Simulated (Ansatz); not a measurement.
System: Co, space group Fm-3m (No. 225) (one of a set of cubic test structures, which need not be the stable phase).

Input of one of the runs behind the figure:
```
crystal:
  lattice:
    - [0.0, 1.713422469954, 1.713422469954]
    - [1.713422469954, 0.0, 1.713422469954]
    - [1.713422469954, 1.713422469954, 0.0]
  atoms:
    - { symbol: Co, position: [0.0, 0.0, 0.0] }
kpoints:
  mp_grid: { grid: [6, 6, 6] }
hamiltonian:
  xc: hse06
  pseudopotentials: { kind: paw, source: ansatz }
scf:
  occupations: { method: fermi_dirac, width: 0.1 }
  convergence: { dr2_threshold: "1e-10 eV" }
  exx: { energy_threshold: "1e-8 eV", singularity: regularized }
output:
  forces: true
  stress: true
  eigenvalues: true
```

Run as:
```bash
ansatz run input.yaml --threads 2
```

Method: equation of state of a cubic crystal from periodic Kohn-Sham density functional theory without spin, third-order Birch-Murnaghan fit to the free energies; pressure corrected for the finite basis (Ansatz 0.2.0 development build). Level: HSE06.

structure type fcc; atoms in cell 1; space group number 225; lattice centring face-centred primitive; k mesh 6×6×6; occupation method Fermi–Dirac; occupation width 0.1 eV; wave cutoff 900 eV; datasets hand-made PAW; density tolerance 0 eV; bands 13; density cutoff ratio 4; search for lower states default; exchange singularity regularized.

Predict the energy above the lowest point and pressure against volume. The volume takes the values 9.44, 9.75, 10.06, 10.37, 10.68 Å³/atom.

A third-order Birch–Murnaghan fit gives V0 = 10.01 Å³/atom, B0 = 271 GPa and B′ = 4.8. The energy above the lowest point is 30.5 meV/atom at volume 9.44 Å³/atom and 32.5 meV/atom at 10.68 Å³/atom; the lowest computed point is at volume 10.06 Å³/atom (0.0 meV/atom). The pressure falls from 18.2 GPa at volume 9.44 Å³/atom to −14.9 GPa at 10.68 Å³/atom, and changes sign near 10.02 Å³/atom.

```tsv
volume (Å³/atom)	energy above the lowest point (meV/atom)	pressure (GPa)
9.44	30.5	18.2
9.75	5.9	7.6
10.06	0.0	-1.2
10.37	9.7	-8.7
10.68	32.5	-14.9
```

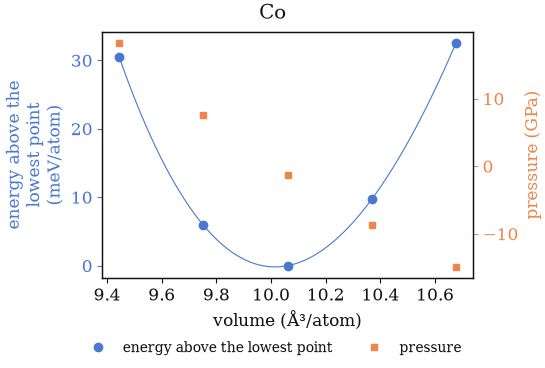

Limits of the calculation: coarse k-mesh, values are not converged in k; cubic model structure, not the ambient form; known magnet treated without spin, far from its ground state.
